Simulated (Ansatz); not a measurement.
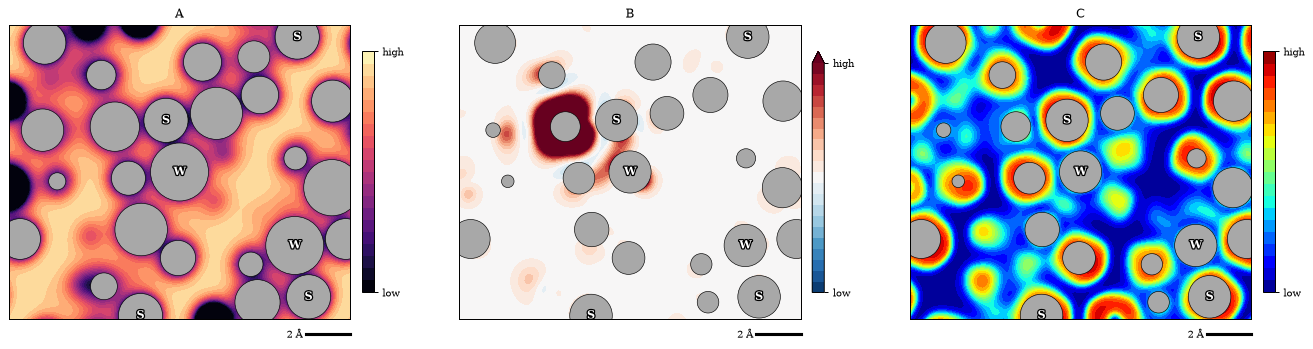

W$_{15}$S$_{28}$ (cell charge +3, with a compensating background) (cell with a defect): 3 fields on the (111) plane of the calculation cell, with unlabelled colour scales. Grey discs cover the atomic cores.

Spin-polarised.

Method: DFT PBE+D3(BJ), scalar-relativistic, plane waves, PAW in Ansatz.

Input

```
crystal:
  lattice:
    - [-1.5770488198, -8.1945860457, 0.0]
    - [7.885244099, 2.7315286819, 0.0]
    - [0.0, 0.0, 12.1424799523]
  atoms:
    - { symbol: W, position: [0.4771503364, 0.0957844466, 0.756466462] }
    - { symbol: W, position: [0.6186341101, 0.5228496636, 0.756466462] }
    - { symbol: W, position: [0.1915542926, 0.2398057031, 0.7530027318] }
    - { symbol: W, position: [0.7601942969, 0.9517485895, 0.7530027318] }
    - { symbol: W, position: [0.3333333333, 0.6666666667, 0.7539546806] }
    - { symbol: W, position: [0.9042155534, 0.3813658899, 0.756466462] }
    - { symbol: W, position: [0.0482514105, 0.8084457074, 0.7530027318] }
    - { symbol: W, position: [0.6666666667, 0.3333333333, 0.2547022313] }
    - { symbol: W, position: [0.8144731972, 0.7667392814, 0.2475733257], spin: 0.143 }
    - { symbol: W, position: [0.3846983009, 0.4816877686, 0.2587745711] }
    - { symbol: W, position: [0.9522660842, 0.1855268028, 0.2475733257], spin: 0.143 }
    - { symbol: W, position: [0.5183122314, 0.9030105323, 0.2587745711] }
    - { symbol: W, position: [0.0969894677, 0.6153016991, 0.2587745711] }
    - { symbol: W, position: [0.2332607186, 0.0477339158, 0.2475733257], spin: 0.143 }
    - { symbol: S, position: [0.4755951973, 0.0966879167, 0.1242354395] }
    - { symbol: S, position: [0.6210927193, 0.5244048027, 0.1242354395] }
    - { symbol: S, position: [0.2246602958, 0.2670610296, 0.1145178643], spin: 0.143 }
    - { symbol: S, position: [0.7329389704, 0.9575992662, 0.1145178643], spin: 0.143 }
    - { symbol: S, position: [0.3333333333, 0.6666666667, 0.1292597382] }
    - { symbol: S, position: [0.9033120833, 0.3789072807, 0.1242354395] }
    - { symbol: S, position: [0.0424007338, 0.7753397042, 0.1145178643], spin: 0.143 }
    - { symbol: S, position: [0.6666666667, 0.3333333333, 0.6261686222] }
    - { symbol: S, position: [0.8084516341, 0.760035599, 0.6250040142] }
    - { symbol: S, position: [0.3838390619, 0.4774467615, 0.6243145838] }
    - { symbol: S, position: [0.9515839649, 0.1915483659, 0.6250040142] }
    - { symbol: S, position: [0.5225532385, 0.9063923004, 0.6243145838] }
    - { symbol: S, position: [0.0936076996, 0.6161609381, 0.6243145838] }
    - { symbol: S, position: [0.239964401, 0.0484160351, 0.6250040142] }
    - { symbol: S, position: [0.4689864483, 0.0952243496, 0.3833249886] }
    - { symbol: S, position: [0.6262379012, 0.5310135517, 0.3833249886] }
    - { symbol: S, position: [0.187661324, 0.2339998578, 0.3808436126] }
    - { symbol: S, position: [0.7660001422, 0.9536614662, 0.3808436126] }
    - { symbol: S, position: [0.3333333333, 0.6666666667, 0.3895152015] }
    - { symbol: S, position: [0.9047756504, 0.3737620988, 0.3833249886] }
    - { symbol: S, position: [0.0463385338, 0.812338676, 0.3808436126] }
    - { symbol: S, position: [0.6666666667, 0.3333333333, 0.8861767572] }
    - { symbol: S, position: [0.815867863, 0.7691741935, 0.8847096182] }
    - { symbol: S, position: [0.3802305638, 0.4768508353, 0.8844285763] }
    - { symbol: S, position: [0.9533063305, 0.184132137, 0.8847096182] }
    - { symbol: S, position: [0.5231491647, 0.9033797285, 0.8844285763] }
    - { symbol: S, position: [0.0966202715, 0.6197694362, 0.8844285763] }
    - { symbol: S, position: [0.2308258065, 0.0466936695, 0.8847096182] }
    - { symbol: W, position: [0.0, 0.0, 0.040943097], spin: 0.143 }
  host:
    lattice:
      - [3.1540976396, 0.0, 0.0]
      - [-1.5770488198, 2.7315286819, 0.0]
      - [0.0, 0.0, 12.1424799523]
    atoms:
      - { symbol: W, position: [0.3333333333, 0.6666666667, 0.7500135161] }
      - { symbol: W, position: [0.6666666667, 0.3333333333, 0.2499864839] }
      - { symbol: S, position: [0.3333333333, 0.6666666667, 0.1203027779] }
      - { symbol: S, position: [0.6666666667, 0.3333333333, 0.6203295902] }
      - { symbol: S, position: [0.3333333333, 0.6666666667, 0.3796704098] }
      - { symbol: S, position: [0.6666666667, 0.3333333333, 0.8796972221] }
total_charge: 3
basis:
  ecutwfc: 420
  xc_grid: 2
kpoints:
  mp_grid: { grid: [2, 2, 2], shift: [0.0, 0.0, 0.0] }
hamiltonian:
  xc: pbe
  dispersion: d3bj
scf:
  occupations: { method: gaussian, width: 0.01 }
output:
  forces: true
  stress: false
  eigenvalues: true
  populations: true
  charged_corrections:
    defect_position: [0.0, 0.0, 0.19230769]
    epsilon: [[14.173, 0.0, 0.0], [0.0, 14.173, 0.0], [0.0, 0.0, 6.6586]]
  write_density: true
  write_potential: true
  elf: true
  volumetric_format: npy
magnetization:
  spin_polarized: true
relax:
  adjacent_minimum: "off"
  f_tol: 0.025
  max_steps: 45
```

Command:

```sh
ansatz run input.yaml --threads 4 --pin off --max-ram 10240MiB --backend cpu --events-out ev --progress --plain --runs-dir out
```

The fields are those of the run's last geometry, not of the input's.

> Match the panels to the quantities (electron localisation function, electrostatic potential energy of an electron and spin density).

Panel A: electrostatic potential energy of an electron (low next to the atoms, rising into the space between them). Panel B: spin density (confined to the magnetic sites and close to zero elsewhere). Panel C: electron localisation function. From the grid: W–S (2.42 Å): the ELF peaks at about 0.85 in the valence shell of S, 0.8 Å from its nucleus, and is about 0.45 at the midpoint. W–S (2.42 Å): the ELF peaks at about 0.85 in the valence shell of S, 0.8 Å from its nucleus, and is about 0.45 at the midpoint.
